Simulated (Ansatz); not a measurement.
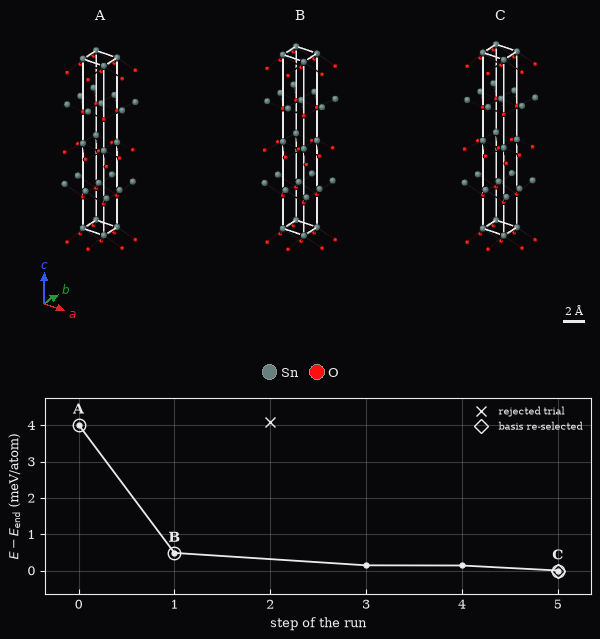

Frames of a relaxation of crystalline SnO (built on the 4H polytype type), marked on the history of the run. Style: ball-and-stick. Shown: the cell of the calculation, slightly off an axis.

The calculation used Ansatz, DFT, r2SCAN+rVV10, plane waves, PAW. (plane-wave cutoff 500 eV; k-point mesh 12 × 12 × 2; occupations fermi dirac; smearing width 0.03 eV; no spin polarisation; cell and atoms relaxed; force threshold 0.01 eV/Å; at most 120 steps)

**Describe the path.**

The largest moves relative to the cell, 0.035 Å, are those of Sn and O atoms. By element the largest moves are O 0.035 Å, Sn 0.035 Å. The volume changes by +3.0 %, with a = b 3.289 → 3.278 Å (−0.4 %), c 16.800 → 17.436 Å (+3.8 %). Some distances before and after: O–Sn 2.182 → 2.164 Å. The space group stays P6_3mc (No. 186). The energy falls by 4.0 meV per atom in 3 accepted moves (5 points after the start). The largest force component goes from 0.23 to 0.0012 eV/Å. Pressure: −0.85 GPa at the start and −0.01 GPa at the end. The line search rejected the trial step at point 2 of the run. At 1 point the geometry stayed and the basis and grid were re-selected for the new cell (energy shift of 0.1 meV per atom at most each time). Cost: 85 s on 4 threads of Arm Neoverse V2, with other jobs on the host, peak memory 1 GiB. From step 0 to 1: Sn and O atoms move most (0.04 Å), volume +2.2 %, energy −3.5 meV per atom. From step 1 to 5: Sn and O atoms move most (0.02 Å), volume +0.8 %, energy −0.5 meV per atom.

| step | E − E(0), meV/atom | largest force component, eV/Å | pressure, GPa | volume, Å³/atom | note |
| --- | --- | --- | --- | --- | --- |
| 0 | 0.00 | 0.2329 | -0.85 | 19.679 |  |
| 1 | -3.53 | 0.0659 | -0.21 | 20.115 |  |
| 2 | 0.08 | 0.2530 | 0.49 | 20.401 | rejected |
| 3 | -3.87 | 0.0189 | -0.04 | 20.230 |  |
| 4 | -3.88 | 0.0011 | -0.01 | 20.277 |  |
| 5 | -4.01 | 0.0012 | -0.01 | 20.277 | same geometry, new basis |
